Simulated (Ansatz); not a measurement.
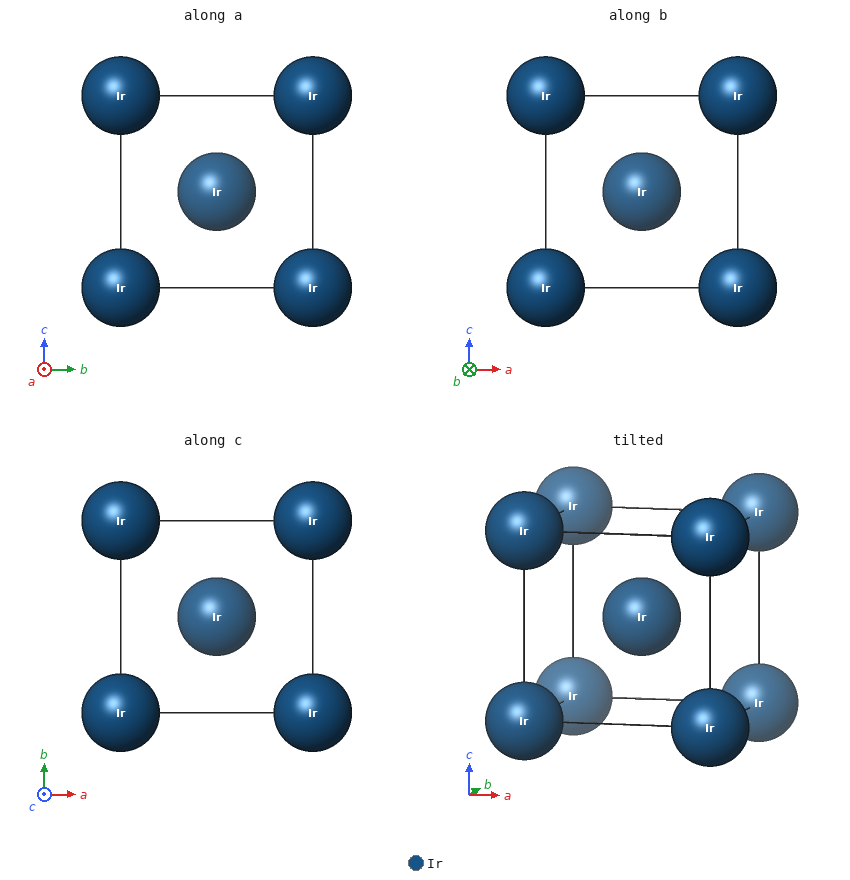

A spheres-only rendering, viewed along the a axis, along the b axis, along the c axis and slightly off an axis. The conventional unit cell is outlined; an atom on or near a face, edge or corner is repeated at each equivalent position.

Lattice parameters: a = 3.2071 Å, b = 3.2071 Å, c = 3.2071 Å, α = 90.000°, β = 90.000°, γ = 90.000°.

Q: From the views, write a CIF in P1 with every atom of the cell.

A:
```cif
data_structure
_symmetry_space_group_name_H-M 'P 1'
_symmetry_Int_Tables_number 1
_cell_length_a 3.2071
_cell_length_b 3.2071
_cell_length_c 3.2071
_cell_angle_alpha 90.000
_cell_angle_beta 90.000
_cell_angle_gamma 90.000
_cell_volume 32.99
loop_
_atom_site_label
_atom_site_type_symbol
_atom_site_fract_x
_atom_site_fract_y
_atom_site_fract_z
_atom_site_occupancy
Ir1 Ir 0.0000 0.0000 0.0000 1
Ir2 Ir 0.5000 0.5000 0.5000 1
```

Origin of the cell: a structure type filled with this element by a generator (whether the element takes this form wasn't checked). Earlier steps of the study may have refined or changed the cell and positions. An electronic-structure calculation with Ansatz was run on it.

At this level of theory the cell isn't at rest (stretched, at -28 GPa), so its distances can differ from those at equilibrium, the more so the softer the solid.
